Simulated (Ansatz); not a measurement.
CsSnI3: several calculations on one system

### Relaxation

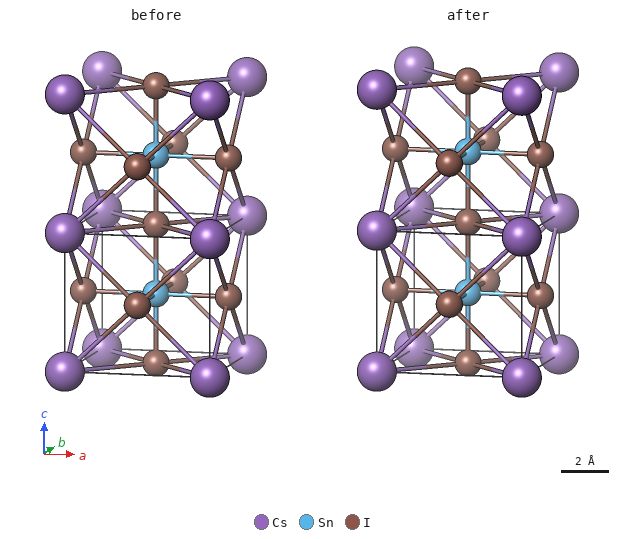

The structure of solid CsSnI$_{3}$ (set up in P4/mmm) before (left) and after (right) a relaxation, at one scale.

Style: ball-and-stick. Shown: the cell of the calculation, repeated 1 × 1 × 2 with one cell outlined, slightly off an axis.

Case: biaxial strain in the a-b plane of +4.0 %; c and atoms relaxed.

Computed with Ansatz, DFT PBEsol, scalar-relativistic, plane waves, PAW. Set-up: plane-wave cutoff 420 eV; k-point mesh 6 × 6 × 6; occupations gaussian; smearing width 0.01 eV; no spin polarisation; cell relaxed at fixed a, b, gamma; force threshold 0.008 eV/Å; at most 40 steps.

Q: Summarise the run.

A: Over 3 accepted moves (4 points after the start) the energy falls by 10.1 meV per cell of the calculation. All forces vanish by symmetry, so only the cell relaxes. The pressure goes from −0.69 to −0.99 GPa. At 1 point the geometry stayed and the basis and grid were re-selected for the new cell (energy shift of 0.4 meV per cell of the calculation at most each time). No atom moves by more than 0.005 Å relative to the cell. Cell: a = b unchanged at 6.379 Å, c 5.987 → 6.088 Å (+1.7 %). Volume +1.7 %. Near-neighbour distances that change, for instance: I–Sn 2.993 → 3.044 Å, Cs–I 4.374 → 4.409 Å. The space group stays P4/mmm (No. 123).

### Relaxation

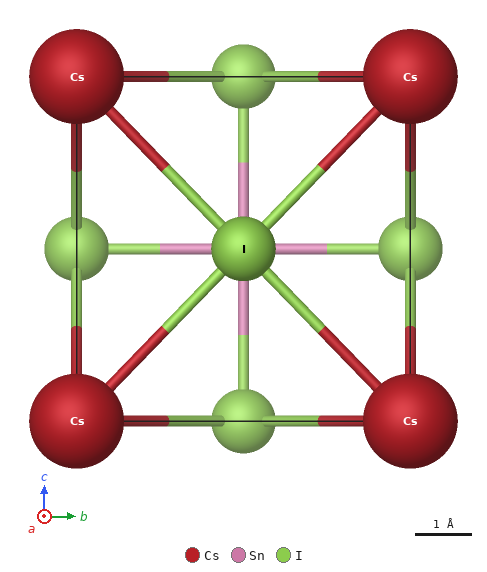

Starting structure of solid CsSnI3 (set up in P4/mmm). The picture is a ball-and-stick view of the cell of the calculation, seen along the a axis.

Case: biaxial strain in the a-b plane of -2.0 %; c and atoms relaxed.

The calculation used DFT PBEsol, scalar-relativistic, plane waves, PAW in Ansatz.

The input:
```yaml
crystal:
  lattice:
    - [6.0113899559, 0.0, 0.0]
    - [0.0, 6.0113899559, 0.0]
    - [0.0, 0.0, 6.2076802401]
  atoms:
    - { symbol: Cs, position: [0.0, 0.0, 0.0] }
    - { symbol: Sn, position: [0.5, 0.5, 0.5] }
    - { symbol: I, position: [0.0, 0.5, 0.5] }
    - { symbol: I, position: [0.5, 0.0, 0.5] }
    - { symbol: I, position: [0.5, 0.5, 0.0] }
basis:
  ecutwfc: 420
kpoints:
  mp_grid: { grid: [6, 6, 6] }
hamiltonian:
  xc: pbesol
scf:
  occupations: { method: gaussian, width: 0.01 }
output:
  forces: true
  stress: true
  eigenvalues: true
relax:
  adjacent_minimum: "off"
  f_tol: 0.008
  max_steps: 40
  cell: { stress_tol: 0.015, fix: [a, b, gamma] }
```

Launched with:
```bash
ansatz run input.yaml --threads 1 --pin off --max-ram 2560MiB --backend cpu --events-out ev --progress --plain --runs-dir out
```

Q: Predict the outcome.

A: No atom moves by more than 0.005 Å relative to the cell. The drawn cell changes as follows: a = b unchanged at 6.011 Å, c 6.208 → 6.163 Å (−0.7 %); the volume changes by −0.7 %. Near-neighbour distances that change, for instance: Sn2–I5 3.104 → 3.082 Å, Cs1–I3 4.321 → 4.305 Å. The space group stays P4/mmm (No. 123). Over 2 accepted moves (3 points after the start) the energy falls by 0.3 meV per atom. All forces vanish by symmetry, so only the cell relaxes. Pressure: 0.60 GPa at the start and 0.73 GPa at the end. At 1 point the geometry stayed and the basis and grid were re-selected for the new cell (energy shift of less than 0.05 meV per atom at most each time). The run took 100 s on 1 thread of Arm Neoverse V2 (shared host), peak memory 0.65 GiB.

### A change

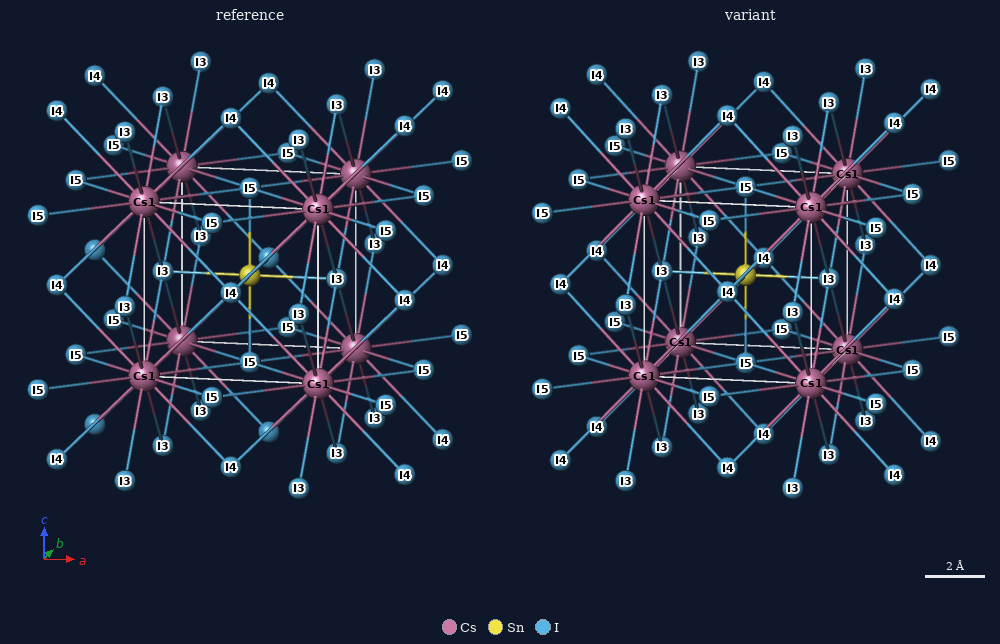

Left: crystalline CsSnI₃ (set up in Pm-3m). Right: the same structure after one change, at the same scale. The picture is a ball-and-stick view of the cell of the calculation, seen slightly off an axis.

All numbers below come from DFT PBEsol, scalar-relativistic, plane waves, PAW (Ansatz 0.2.0). (plane-wave cutoff 420 eV; k-point mesh 6 × 6 × 6; occupations gaussian; smearing width 0.01 eV; no spin polarisation)

Q: What was changed?

A: Biaxial strain in the a–b plane, −4.0 %, is applied. The c axis and the atoms are relaxed.

Q: What does the change do?

A: The drawn cell changes as follows: a = b 6.134 → 5.889 Å (−4.0 %), c 6.134 → 6.193 Å (+1.0 %); the volume changes by −6.9 %. No atom moves by more than 0.005 Å relative to the cell. Some distances before and after: Cs–I 4.337 → 4.164 to 4.273 Å, I–Sn 3.067 → 2.944 to 3.097 Å. The space group (tolerance 0.01 Å) goes from Pm-3m (No. 221) to P4/mmm (No. 123). It costs 25.9 meV per atom. Pressure: 0.0 GPa before, 1.7 GPa after. The principal stresses (compression positive) are 0.0 GPa along c and 2.5 GPa across it.
